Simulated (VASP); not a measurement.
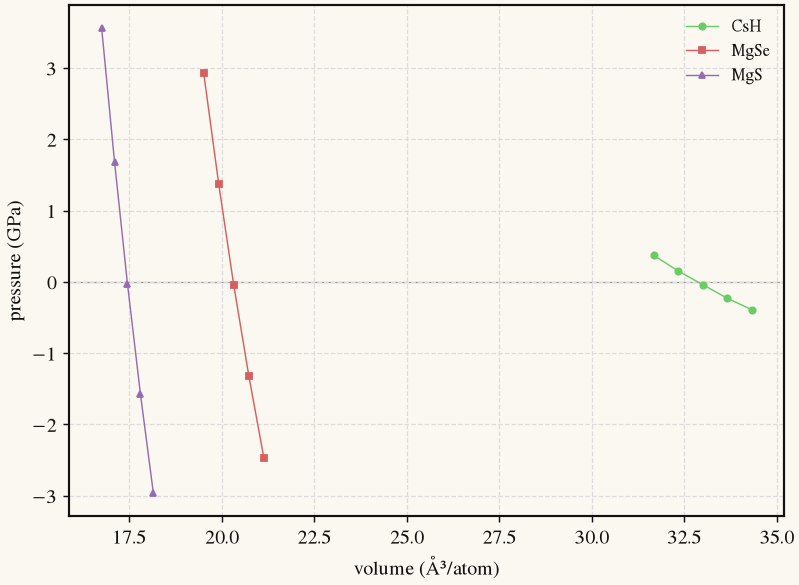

The figure shows the pressure against volume, with one curve for each compound, for CsH, MgS and MgSe (all in space group Fm-3m (No. 225)).

Computed with VASP 6.6.1: plane-wave DFT, no spin polarisation; energies at scaled volumes of the given cell, shape and fractions fixed, counted from the fit's minimum, third-order Birch-Murnaghan fit. Level: HSE06.

```json
{"setting": "k mesh", "value": "6×6×6"}
{"setting": "occupations", "value": "Gaussian"}
{"setting": "smearing width", "value": "0.02 eV"}
{"setting": "potentials", "value": "VASP PAW PBE potentials, recommended"}
{"setting": "wave cutoff", "value": "520 eV"}
```

Settings that differ: CsH: ; MgSe: ; MgS: k mesh 6×6×6.

Order the curves by fitted equilibrium volume, smallest first.

MgS 17.455, MgSe 20.305, CsH 32.948 Å³/atom.

Order the curves by fitted bulk modulus, smallest first.

CsH 9.5, MgSe 67.0, MgS 80.9 GPa.

For CsH: what does the pressure do across the range?

It falls from 0.37 GPa at volume 31.68 Å³/atom to −0.39 GPa at 34.32 Å³/atom, and changes sign near 32.86 Å³/atom.
